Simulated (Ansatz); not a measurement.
# Mending a geometry relaxation on C

System: C (R-3m, 12 atoms in the cell).
Method of run 1: DFT, gga, plane waves, PAW (Ansatz 0.2.0).

The structure derives from a Materials Project entry. Text and figures count atoms from 1; the logs count them from 0 in places.

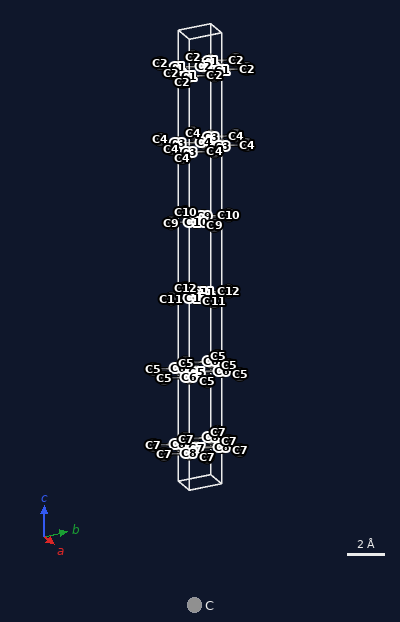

Figure 1. The starting structure (ball-and-stick view of the cell of the calculation, seen slightly off an axis; neighbours outside the cell are drawn fainter; atoms are numbered from 1 in the order of the input).

**The input, run 1**
```yaml
crystal:
  lattice:
    - [2.4911814209, 0.0, 0.0]
    - [-1.2455907104, 2.1574263959, 0.0]
    - [0.0, 0.0, 25.5726420942]
  atoms:
    - { symbol: C, position: [0.0, 0.0, 0.9175620076] }
    - { symbol: C, position: [0.3333333333, 0.6666666667, 0.9175586021] }
    - { symbol: C, position: [0.0, 0.0, 0.7491080646] }
    - { symbol: C, position: [0.3333333333, 0.6666666667, 0.749104659] }
    - { symbol: C, position: [0.6666666667, 0.3333333333, 0.250895341] }
    - { symbol: C, position: [0.0, 0.0, 0.2508919354] }
    - { symbol: C, position: [0.6666666667, 0.3333333333, 0.0824413979] }
    - { symbol: C, position: [0.0, 0.0, 0.0824379924] }
    - { symbol: C, position: [0.3333333333, 0.6666666667, 0.5842286743] }
    - { symbol: C, position: [0.6666666667, 0.3333333333, 0.5842252687] }
    - { symbol: C, position: [0.3333333333, 0.6666666667, 0.4157747313] }
    - { symbol: C, position: [0.6666666667, 0.3333333333, 0.4157713257] }
basis:
  ecutwfc: 420
kpoints:
  mp_grid: { grid: [18, 18, 2] }
hamiltonian:
  xc: gga
scf:
  occupations: { method: gaussian, width: 0.01 }
  max_iter: 80
output:
  forces: true
  eigenvalues: true
  stress: true
relax:
  adjacent_minimum: "off"
  f_tol: 0.008
  max_steps: 40
  cell: { stress_tol: 0.015, fix: [a, b, gamma] }
```

Launched with:
```bash
ansatz run input.yaml --threads 1 --pin off --max-ram 2560MiB --backend cpu --events-out ev --progress --plain --runs-dir out
```

Hardware: 1 thread of AMD EPYC (Zen 5), 64 GiB of memory available, shared host.

**Output (run 1)**
```
Error: YAML parse error: error: line 24 column 7: hamiltonian.xc: unknown variant `gga`, expected one of `lda`, `lda-pw`, `pw92`, `pbe`, `pbesol`, `rpbe`, `revpbe`, `blyp`, `pbe0`, `revpbe0`, `b3lyp`, `b3lyp5`, `hse06`, `wpbeh`, `hiss`, `lc_wpbe`, `cam_b3lyp`, `hf`, `r2scan`, `r2scanh`, `r2scan0`, `r2scan50`, `mr2scan`
  --> <input>:24:7
   |
22 |   mp_grid: { grid: [18, 18, 2] }
23 | hamiltonian:
24 |   xc: gga
   |       ^ hamiltonian.xc: unknown variant `gga`, expected one of `lda`, `lda-pw`, `pw92`, `pbe`, `pbesol`, `rpbe`, `revpbe`, `blyp`, `pbe0`, `revpbe0`, `b3lyp`, `b3lyp5`, `hse06`, `wpbeh`, `hiss`, `lc_wpbe`, `cam_b3lyp`, `hf`, `r2scan`, `r2scanh`, `r2scan0`, `r2scan50`, `mr2scan`
25 | scf:
26 |   occupations: { method: gaussian, width: 0.01 }
   |
```

Question: What should be changed in this input?

Answer: This input holds a deliberate fault: an unknown functional (`hamiltonian.xc`). The program refused the input: “YAML parse error: error: line 24 column 7: hamiltonian.xc: unknown variant `gga`, expected one of `lda`, `lda-pw`, `pw92`, `pbe`, `pbesol`, `rpbe`, `revpbe`, `blyp`, `pbe0`, `revpbe0`, `b3lyp`, `b3lyp5`, `hse06`, `wpbeh`, `hiss`, `lc_wpbe`, `cam_b3lyp`, `hf`, `r2scan`, `r2scanh`, `r2scan0`, `r2scan50`, `mr2scan` --> …”

A run of the same system that converges differs from this input as follows (lines with − go, lines with + come):
```diff
-  xc: gga
+  xc: pbe
-  max_iter: 80
```

**Output, shortened to warnings, some set-up lines, iterations and results (run 2)**
```
Basis set: ecut = 420 eV, 2587 PW (Γ), exchange–correlation on 36×36×360 points (8 copies of the dense FFT grid, shifted against one another)
Symmetry: 36 space group operations
k-points: 74 of 648
Initial density: superposition of atomic densities (neutral atoms: chi_scale 0, normalization atom), corrected by the library's trained network
[...]
SCF iter   1: F=—  HF=-3011.242283 eV  |F-HF|=—  |Δ(HF+E_count)|=         —  Δρ=4.30e-3  dr2=2.81e-2  ethr=1.77e-3  ⟨swp⟩=11.6  Hψ=14577  notcnv=0  defer=22
SCF iter   2: F=—  HF=-3011.238544 eV  |F-HF|=—  |Δ(HF+E_count)|=   3.74e-3  Δρ=2.37e-3  dr2=8.98e-3  ethr=5.86e-5  ⟨swp⟩=2.8  Hψ=4931  notcnv=0  defer=435
SCF iter   3: F=—  HF=-3011.237534 eV  |F-HF|=—  |Δ(HF+E_count)|=   1.01e-3  Δρ=4.07e-4  dr2=2.40e-4  ethr=1.87e-5  ⟨swp⟩=2.5  Hψ=4515  notcnv=0  defer=435
SCF iter   4: F=—  HF=-3011.237642 eV  |F-HF|=—  |Δ(HF+E_count)|=   1.08e-4  Δρ=1.63e-4  dr2=3.37e-5  ethr=5.01e-7  ⟨swp⟩=2.6  Hψ=4139  notcnv=0  defer=435
SCF iter   5: F=—  HF=-3011.237658 eV  |F-HF|=—  |Δ(HF+E_count)|=   1.62e-5  Δρ=9.19e-5  dr2=9.22e-6  ethr=7.02e-8  ⟨swp⟩=2.0  Hψ=4192  notcnv=0  defer=435
[... 114 lines ...]
SCF iter   3: F=—  HF=-3011.238368 eV  |F-HF|=—  |Δ(HF+E_count)|=   7.20e-8  Δρ=1.36e-6  dr2=4.76e-10  ethr=2.98e-11  ⟨swp⟩=2.1  Hψ=4302  notcnv=0  defer=40
SCF iter   4: F=—  HF=-3011.238368 eV  |F-HF|=—  |Δ(HF+E_count)|=   2.44e-9  Δρ=2.07e-7  dr2=1.96e-11  ethr=1.00e-12  ⟨swp⟩=2.5  Hψ=4362  notcnv=0  defer=40
SCF iter   5: F=-3011.238368 eV  HF=-3011.238368 eV  |F-HF|=5.41e-11  |Δ(HF+E_count)|=  4.32e-10  Δρ=6.42e-8  dr2=5.70e-12  ethr=1.00e-12  ⟨swp⟩=16.0  Hψ=14437  notcnv=0
SCF 14 converged in 5 iterations: F = -3011.238368 eV  dr2 = 5.70e-12
relax step  14: F+E_penalty+E_count = -3011.23836751 eV  Δ(F+E_penalty+E_count) = -1.037e-3 eV  max|allowed force component| = 2.984e-5 eV/Å  Δτ_max = 0.0000 Å  P = -6.042 …
basis re-selected at this cell: Δ(F+E_penalty+E_count) = -1.037e-3 eV, ΔP = +0.003 GPa vs the last step (what re-selecting the basis moved, of the pressure what is left beyond the Pulay correction that the steps carried, after the strain that the cell walked since its last selection, with what the …
SCF converged after 5 iterations
Free energy (F): -3011.238368 eV
Harris-Foulkes:  -3011.238368 eV  (|F-HF|=5.41e-11)
Internal energy: -3011.238367 eV  (E = F + TS)
E sigma→0 (E₀):  -3011.238367 eV
Entropy (-TS):   -0.000000 eV (-0.000 meV/atom)
Fermi energy:    4.215826 eV
--- Per-component energies (eV) ---
  E_band       = -231.213954
  E_kinetic    = 1079.148564
  E_local      = -2768.213718  (includes V_loc(G=0)·N_el)
  E_nonlocal   = 324.863907
  E_hartree    = 961.036512
  E_xc         = -572.699521
  E_vxc        = -708.769559  (∫ρ·V_xc dr)
  E_paw        = -1191.040956  (= ΣΔE_a)
  E_vpaw       = -80.316169  (= ΣTr[D̂ρ^β])
  E_aug_tail   = 0.000074  (compensation charges beyond the density's cutoff)
  E_ewald      = -844.333229
  E_smearing   = -0.000000  (= −TS)
  E_closure    = -0.000000  (closes the sum)
  Σ components = -3011.238368   (vs F -3011.238368, Δ=0.00e0)
--- Forces (eV/Å), atoms counted from 1 ---
  atom   1  C     -0.00000000     0.00000000     0.00002281
  atom   2  C      0.00000000    -0.00000000     0.00002984
  atom   3  C     -0.00000000     0.00000000    -0.00002984
  atom   4  C      0.00000000    -0.00000000    -0.00002281
  atom   5  C     -0.00000000     0.00000000     0.00002281
  atom   6  C      0.00000000    -0.00000000     0.00002984
  atom   7  C     -0.00000000     0.00000000    -0.00002984
  atom   8  C      0.00000000    -0.00000000    -0.00002281
  atom   9  C     -0.00000000     0.00000000     0.00002281
  atom  10  C      0.00000000    -0.00000000     0.00002984
  atom  11  C     -0.00000000     0.00000000    -0.00002984
  atom  12  C      0.00000000    -0.00000000    -0.00002281
  max |Σ_I F_I| component: 2.96e-16 eV/Å
--- Stress (GPa, compression-positive) ---
       -9.070294      -0.000000       0.000000
       -0.000000      -9.070294       0.000000
        0.000000       0.000000       0.013607
  P = ⅓ Tr σ = -6.0423 GPa (-60.423 kbar)
--- Relaxed structure (9 steps of the walk, 9 accepted, 5 SCFs on fresh bases) ---
[...]
```

**The two runs side by side**

| quantity | run 1 | run 2 |
| --- | --- | --- |
| outcome | refused | converged |
| free energy per atom (eV) | – | −250.9365 |
| gap on the mesh (eV) | – | 0.06 |
| pressure (GPa) | – | −6.04 |
| volume per atom (Å³) | – | 11.72 |
| largest force (eV/Å) | – | 0.000 |
| SCF iterations | – | 96 |
| irreducible k-points | – | 74 |
